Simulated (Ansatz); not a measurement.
# From F to Br

System: F (C2/m, 4 atoms in the cell).
Method of the first run: DFT PBE+D3(BJ), scalar-relativistic, plane waves, PAW, no spin polarisation (Ansatz 0.2.0).
System of the second run: Br (C2/m, 4 atoms in the cell).

On the first run: The structure derives from an entry of the Crystallography Open Database. On the second run: The structure was made by swapping elements on the sites of another compound; it need not be a known phase. It belongs to a series of runs on one base structure; here: F -> Br on all its sites, cell and atoms relaxed. Text and figures count atoms from 1; the logs count them from 0 in places.

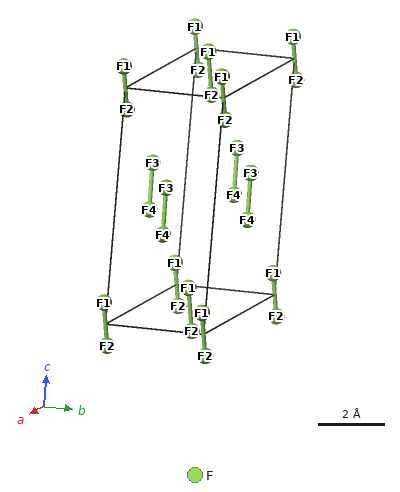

Fig. 1: The input geometry (ball-and-stick view of the cell 2 times as large as that of the calculation, set on its symmetry axes, seen slightly off an axis; atoms are numbered from 1 in the order of the input). Near neighbours in the crystal (not all of them lie inside the picture): F has 1 F at 1.44 to 1.45 Å.

Input file, the first run:
```yaml
crystal:
  lattice:
    - [2.75, -1.64, 0.0]
    - [2.75, 1.64, 0.0]
    - [-1.53601, 0.0, 7.12002]
  atoms:
    - { symbol: F, position: [0.0504, 0.0504, 0.0996] }
    - { symbol: F, position: [0.9496, 0.9496, 0.9004] }
    - { symbol: F, position: [0.505, 0.505, 0.6] }
    - { symbol: F, position: [0.495, 0.495, 0.4] }
basis:
  ecutwfc: 420
kpoints:
  mp_grid: { grid: [8, 8, 4] }
hamiltonian:
  xc: pbe
  dispersion: d3bj
scf:
  occupations: { method: gaussian, width: 0.1 }
output:
  forces: true
  stress: true
  eigenvalues: true
relax:
  adjacent_minimum: "off"
  f_tol: 0.05
  max_steps: 80
  cell: { stress_tol: 0.5 }
```

Launched with:
```bash
ansatz run input.yaml --threads 1 --pin off --max-ram 2560MiB --backend cpu --events-out ev --progress --plain --runs-dir out
```

Hardware: 1 thread of Arm Neoverse V1, 24 GiB of memory available, shared host.

Output, shortened to warnings, some set-up lines, iterations and results (the first run):
```
Basis set: ecut = 420 eV, 1289 PW (Γ), exchange–correlation on 48×48×100 points (8 copies of the dense FFT grid, shifted against one another)
Symmetry: 4 space group operations
k-points: 78 of 256
Initial density: superposition of atomic densities (neutral atoms: chi_scale 0, normalization atom), corrected by the library's trained network
[...]
SCF iter   1: F=—  HF=-3222.511722 eV  |F-HF|=—  |Δ(HF+E_count)|=         —  Δρ=2.50e-3  dr2=1.41e-3  ethr=1.77e-3  ⟨swp⟩=4.4  Hψ=6091  notcnv=0
SCF iter   2: F=—  HF=-3222.514077 eV  |F-HF|=—  |Δ(HF+E_count)|=   2.35e-3  Δρ=1.17e-3  dr2=1.86e-4  ethr=5.03e-6  ⟨swp⟩=2.3  Hψ=3009  notcnv=0
SCF iter   3: F=—  HF=-3222.514840 eV  |F-HF|=—  |Δ(HF+E_count)|=   7.63e-4  Δρ=3.40e-4  dr2=2.10e-5  ethr=6.63e-7  ⟨swp⟩=2.2  Hψ=2110  notcnv=0
SCF iter   4: F=—  HF=-3222.515007 eV  |F-HF|=—  |Δ(HF+E_count)|=   1.67e-4  Δρ=7.22e-5  dr2=6.73e-7  ethr=7.51e-8  ⟨swp⟩=2.3  Hψ=2281  notcnv=0
SCF iter   5: F=-3222.515011 eV  HF=-3222.515011 eV  |F-HF|=2.46e-9  |Δ(HF+E_count)|=   3.79e-6  Δρ=1.22e-5  dr2=4.77e-8  ethr=2.40e-9  ⟨swp⟩=2.0  Hψ=2213  notcnv=0
[... 35 lines ...]
SCF iter   3: F=—  HF=-3222.539270 eV  |F-HF|=—  |Δ(HF+E_count)|=   2.26e-3  Δρ=9.32e-5  dr2=2.05e-7  ethr=8.69e-9  ⟨swp⟩=2.0  Hψ=2432  notcnv=0
SCF iter   4: F=—  HF=-3222.539493 eV  |F-HF|=—  |Δ(HF+E_count)|=   2.22e-4  Δρ=3.75e-6  dr2=3.09e-9  ethr=1.43e-11  ⟨swp⟩=3.7  Hψ=6748  notcnv=0
SCF iter   5: F=-3222.539493 eV  HF=-3222.539493 eV  |F-HF|=3.22e-9  |Δ(HF+E_count)|=   1.86e-8  Δρ=1.11e-6  dr2=3.99e-10  ethr=1.10e-11  ⟨swp⟩=2.0  Hψ=4982  notcnv=0
SCF 6 converged in 5 iterations: F = -3222.539493 eV  dr2 = 3.99e-10
relax step   6: F+E_penalty+E_count = -3222.53949259 eV  Δ(F+E_penalty+E_count) = -6.693e-3 eV  max|allowed force component| = 2.984e-3 eV/Å  Δτ_max = 0.0000 Å  P = +0.219 …
basis re-selected at this cell: Δ(F+E_penalty+E_count) = -6.693e-3 eV, ΔP = +0.206 GPa vs the last step (what re-selecting the basis moved, of the pressure what is left beyond the Pulay correction that the steps carried, after the strain that the cell walked since its last selection, with what the …
SCF converged after 5 iterations
Free energy (F): -3222.539493 eV
Harris-Foulkes:  -3222.539493 eV  (|F-HF|=3.22e-9)
Internal energy: -3222.539493 eV  (E = F + TS)
E sigma→0 (E₀):  -3222.539493 eV
Fermi energy:    -2.370762 eV
--- Per-component energies (eV) ---
  E_band       = -334.389992
  E_kinetic    = 807.521308
  E_local      = -2876.553472  (includes V_loc(G=0)·N_el)
  E_nonlocal   = 293.570547
  E_hartree    = 1049.168082
  E_xc         = -312.436151
  E_vxc        = -400.100148  (∫ρ·V_xc dr)
  E_paw        = -796.432001  (= ΣΔE_a)
  E_vpaw       = -257.172717  (= ΣTr[D̂ρ^β])
  E_aug_tail   = 0.008200  (compensation charges beyond the density's cutoff)
  E_ewald      = -1387.272315
  E_disp       = -0.113690  (pairwise vdW)
  E_smearing   = -0.000000  (= −TS)
  E_closure    = -0.000000  (closes the sum)
  Σ components = -3222.539493   (vs F -3222.539493, Δ=0.00e0)
--- Forces (eV/Å), atoms counted from 1 ---
  atom   1  F      0.00159407     0.00000000     0.00170059
  atom   2  F     -0.00159407     0.00000000    -0.00170059
  atom   3  F     -0.00298389     0.00000000     0.00019173
  atom   4  F      0.00298389     0.00000000    -0.00019173
  max |Σ_I F_I| component: 4.34e-19 eV/Å
--- Stress (GPa, compression-positive) ---
        0.418039       0.000000      -0.054840
        0.000000       0.338618       0.000000
       -0.054835       0.000000      -0.099471
  P = ⅓ Tr σ = 0.2191 GPa (2.191 kbar)
--- Relaxed structure (5 steps of the walk, 5 accepted, 1 SCFs on fresh bases) ---
  F+E_penalty+E_count = -3222.53949259 eV   max|allowed force component| = 2.984e-3 eV/Å   (the final SCF, on the basis selected at the relaxed cell)
  cell:  # Å, volume = 65.9978 Å³
    - [2.7570591522631496, -1.6334262641907864, -0.003849779095766159]
    - [2.7570591522631496, 1.6334262641907864, -0.003849779095766159]
[...]
```

For the second run the input was changed thus:
```diff
-    - [2.75, -1.64, 0.0]
-    - [2.75, 1.64, 0.0]
-    - [-1.53601, 0.0, 7.12002]
+    - [4.6347626817, -2.6718255741, -0.2012945399]
+    - [4.6347626817, 2.6718255741, -0.2012945399]
+    - [-3.1249719303, 0.0, 11.2200170821]
-    - { symbol: F, position: [0.0504, 0.0504, 0.0996] }
-    - { symbol: F, position: [0.9496, 0.9496, 0.9004] }
-    - { symbol: F, position: [0.505, 0.505, 0.6] }
-    - { symbol: F, position: [0.495, 0.495, 0.4] }
+    - { symbol: Br, position: [0.0779839656, 0.0779839656, 0.094906104] }
+    - { symbol: Br, position: [0.9220160344, 0.9220160344, 0.905093896] }
+    - { symbol: Br, position: [0.4995077328, 0.4995077328, 0.5957932466] }
+    - { symbol: Br, position: [0.5004922672, 0.5004922672, 0.4042067534] }
-  mp_grid: { grid: [8, 8, 4] }
+  mp_grid: { grid: [4, 4, 2] }
-  max_steps: 80
+  max_steps: 60
```

What does this change do to the results?

The total energies belong to different systems, so their difference says nothing on which is more stable or more accurate. The gap on the mesh goes from 2.70 to 0.63 eV. The pressure goes from 0.22 to −0.02 GPa. The volume per atom goes from 16.50 to 32.61 Å³. The SCF takes 91 iterations over all geometry steps against 33. The irreducible k-points go from 78 to 14. On the same kind of shared host the second run took about 2.3 times as long.

Output, shortened to warnings, some set-up lines, iterations and results (the second run):
```
Basis set: ecut = 420 eV, 5351 PW (Γ), exchange–correlation on 72×72×160 points (8 copies of the dense FFT grid, shifted against one another)
Symmetry: 4 space group operations
k-points: 14 of 32
Initial density: superposition of atomic densities (neutral atoms: chi_scale 0, normalization atom), corrected by the library's trained network
[...]
SCF iter   1: F=—  HF=-11132.543147 eV  |F-HF|=—  |Δ(HF+E_count)|=         —  Δρ=8.34e-4  dr2=1.24e-3  ethr=1.77e-3  ⟨swp⟩=7.1  Hψ=1512  notcnv=0
SCF iter   2: F=—  HF=-11132.542902 eV  |F-HF|=—  |Δ(HF+E_count)|=   2.45e-4  Δρ=4.48e-4  dr2=3.88e-4  ethr=4.42e-6  ⟨swp⟩=2.6  Hψ=604  notcnv=0
SCF iter   3: F=—  HF=-11132.543029 eV  |F-HF|=—  |Δ(HF+E_count)|=   1.26e-4  Δρ=6.29e-5  dr2=1.86e-5  ethr=1.39e-6  ⟨swp⟩=2.1  Hψ=396  notcnv=0
SCF iter   4: F=—  HF=-11132.543028 eV  |F-HF|=—  |Δ(HF+E_count)|=   6.97e-7  Δρ=1.87e-5  dr2=2.22e-6  ethr=6.63e-8  ⟨swp⟩=2.1  Hψ=389  notcnv=0
SCF iter   5: F=—  HF=-11132.543028 eV  |F-HF|=—  |Δ(HF+E_count)|=   1.05e-7  Δρ=5.82e-6  dr2=1.51e-7  ethr=7.93e-9  ⟨swp⟩=2.1  Hψ=379  notcnv=0
[... 111 lines ...]
SCF iter   4: F=-11133.363829 eV  HF=-11133.363829 eV  |F-HF|=1.40e-10  |Δ(HF+E_count)|=   3.69e-9  Δρ=4.30e-7  dr2=1.06e-10  ethr=8.32e-12  ⟨swp⟩=2.5  Hψ=443  notcnv=0
SCF iter   5: F=-11133.363829 eV  HF=-11133.363829 eV  |F-HF|=1.46e-11  |Δ(HF+E_count)|=  1.56e-10  Δρ=9.46e-8  dr2=1.04e-11  ethr=1.00e-12  ⟨swp⟩=2.7  Hψ=432  notcnv=0
SCF iter   6: F=-11133.363829 eV  HF=-11133.363829 eV  |F-HF|=3.64e-12  |Δ(HF+E_count)|=  1.64e-11  Δρ=2.06e-8  dr2=8.34e-13  ethr=1.00e-12  ⟨swp⟩=1.4  Hψ=617  notcnv=0
SCF 15 converged in 6 iterations: F = -11133.363829 eV  dr2 = 8.34e-13
relax step  15: F+E_penalty+E_count = -11133.36382949 eV  Δ(F+E_penalty+E_count) = +2.955e-3 eV  max|allowed force component| = 6.090e-3 eV/Å  Δτ_max = 0.0000 Å  P = -0.022 …
basis re-selected at this cell: Δ(F+E_penalty+E_count) = +2.955e-3 eV, ΔP = -0.008 GPa vs the last step (what re-selecting the basis moved, of the pressure what is left beyond the Pulay correction that the steps carried, after the strain that the cell walked since its last selection, with what the …
SCF converged after 6 iterations
Free energy (F): -11133.363829 eV
Harris-Foulkes:  -11133.363829 eV  (|F-HF|=3.64e-12)
Internal energy: -11133.363829 eV  (E = F + TS)
E sigma→0 (E₀):  -11133.363829 eV
Entropy (-TS):   -0.000000 eV (-0.000 meV/atom)
Fermi energy:    2.736521 eV
--- Per-component energies (eV) ---
  E_band       = -101.612045
  E_kinetic    = 526.789367
  E_local      = -908.434270  (includes V_loc(G=0)·N_el)
  E_nonlocal   = 281.170387
  E_hartree    = 226.629762
  E_xc         = -1051.708048
  E_vxc        = -406.494783  (∫ρ·V_xc dr)
  E_paw        = -8988.018835  (= ΣΔE_a)
  E_vpaw       = -47.902275  (= ΣTr[D̂ρ^β])
  E_aug_tail   = -0.000000  (compensation charges beyond the density's cutoff)
  E_ewald      = -1218.914804
  E_disp       = -0.877388  (pairwise vdW)
  E_smearing   = -0.000000  (= −TS)
  E_closure    = 0.000000  (closes the sum)
  Σ components = -11133.363829   (vs F -11133.363829, Δ=0.00e0)
--- Forces (eV/Å), atoms counted from 1 ---
  atom   1  Br    -0.00211295    -0.00000000    -0.00516828
  atom   2  Br     0.00211295     0.00000000     0.00516828
  atom   3  Br    -0.00608970    -0.00000000    -0.00186769
  atom   4  Br     0.00608970     0.00000000     0.00186769
  max |Σ_I F_I| component: 2.17e-19 eV/Å
--- Stress (GPa, compression-positive) ---
       -0.002358       0.000000      -0.033764
        0.000000      -0.052750      -0.000000
       -0.033764      -0.000000      -0.010344
  P = ⅓ Tr σ = -0.0218 GPa (-0.218 kbar)
--- Relaxed structure (14 steps of the walk, 13 accepted, 1 SCFs on fresh bases) ---
  F+E_penalty+E_count = -11133.36382949 eV   max|allowed force component| = 6.090e-3 eV/Å   (the final SCF, on the basis selected at the relaxed cell)
  cell:  # Å, volume = 130.4202 Å³
    - [3.6005013902291085, -2.0268165212351845, -0.2786395860880576]
[...]
```

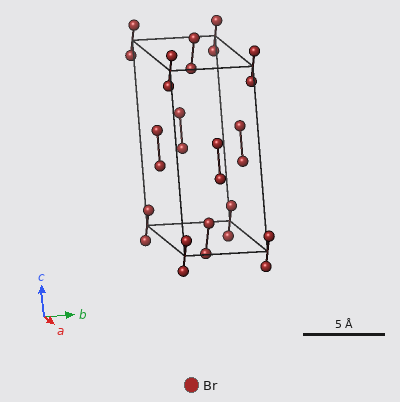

Fig. 2: The input structure of the second run (ball-and-stick view of the cell 2 times as large as that of the calculation, set on its symmetry axes, seen slightly off an axis).

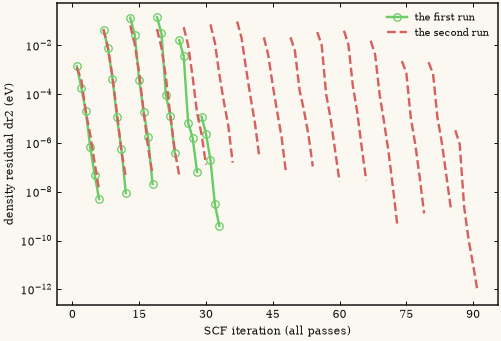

Fig. 3: Convergence of the two runs: density residual dr2 against the SCF iteration. A break in a curve parts two SCF passes. The first run takes 33 iterations in all, and the second run takes 91.

The two runs side by side:

```csv
quantity,the first run,the second run
outcome,converged,converged
free energy per atom (eV),−805.6349,−2783.3410
gap on the mesh (eV),2.70,0.63
pressure (GPa),0.22,−0.02
volume per atom (Å³),16.50,32.61
largest force (eV/Å),0.003,0.006
SCF iterations,33,91
irreducible k-points,78,14
wall time (shared host),26 s,59 s
```
